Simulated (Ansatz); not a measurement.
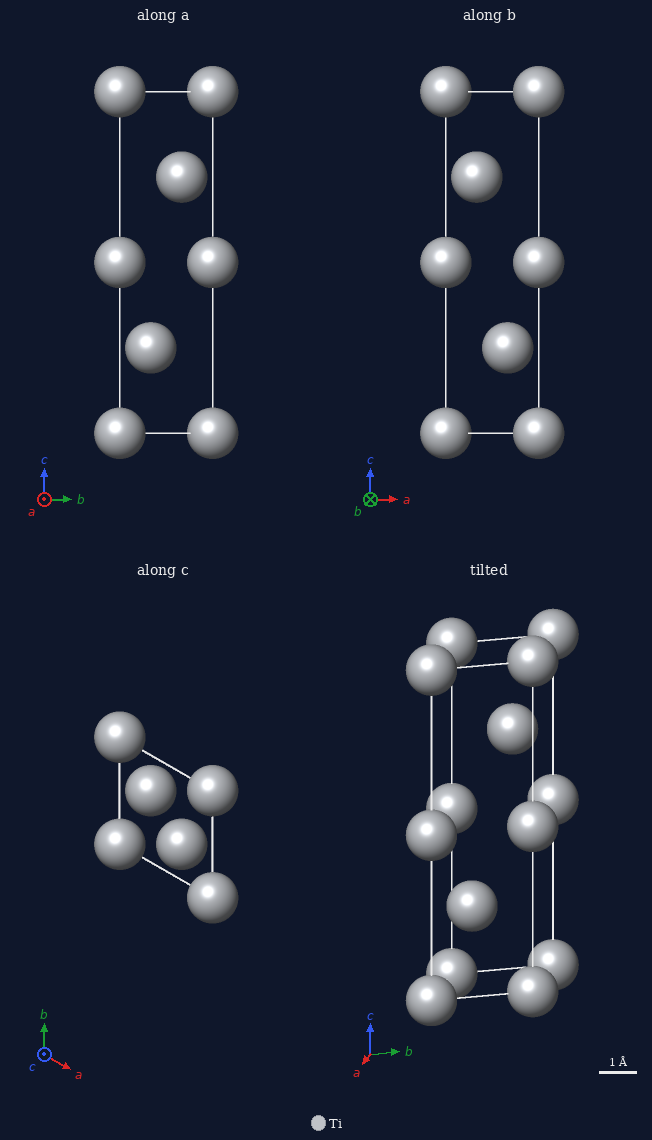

The image is a spheres-only drawing of a crystal, viewed along the a axis, along the b axis, along the c axis and slightly off an axis. The outline marks the conventional unit cell.

Lattice parameters: a = 2.936 Å, b = 2.936 Å, c = 9.362 Å, α = 90.00°, β = 90.00°, γ = 120.00°.

**From the views, write a table of Wyckoff sites.**

Space group P6_3/mmc (No. 194).
```csv
atom,site,x,y,z
Ti,2a,0.0000,0.0000,0.0000
Ti,2d,0.3333,0.6667,0.7500
```

Starting structure: a structure type filled with this element by a generator (whether the element takes this form wasn't checked). Cell shown after relaxation with Ansatz 0.2.0, DFT PBE, scalar-relativistic, plane waves, PAW.
